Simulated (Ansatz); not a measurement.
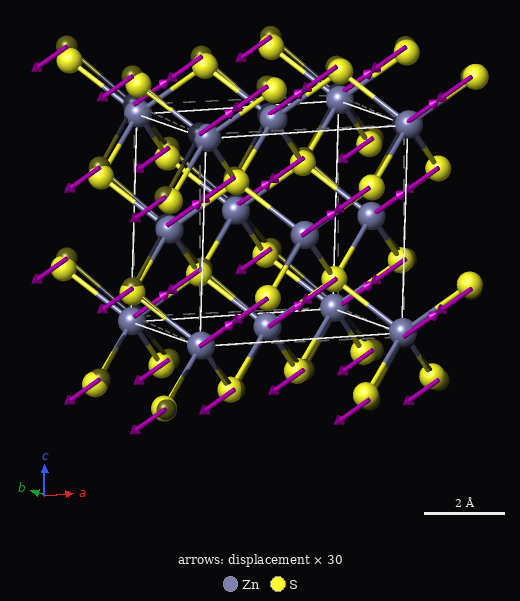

Solid ZnS (built on the zincblende type) at its r2SCAN-relaxed geometry, drawn pale, and a changed version of it, drawn solid. The purple arrows show how the atoms are displaced (without the part that the change of the cell carries along), magnified 30 times. Style: ball-and-stick. Shown: the conventional cell (4 times the calculation's cell), slightly off an axis. Lengths and directions refer to the drawn axes.

Computed with Ansatz, DFT, r2SCAN, plane waves, PAW. (plane-wave cutoff 500 eV; k-point mesh 8 × 8 × 8; occupations fixed; no spin polarisation)

### Describe the change and its computed effect.

The cell is strained by +2.7 % along [1 −1 1] and −4.0 % across it (volume −5.4 %). The atoms and the free axis were relaxed with r2SCAN under that strain, and this is a single point on that geometry. It costs 34.0 meV per atom. Pressure: 0.0 GPa before, 4.8 GPa after. The principal stresses (compression positive) are 0.0 GPa along [1 −1 1] and 7.2 GPa across it. The forces stay under 0.01 eV/Å. Near-neighbour distances before and after: S–Zn 2.333 → 2.288 to 2.313 Å. The space group (tolerance 0.01 Å) goes from F-43m (No. 216) to R3m (No. 160).
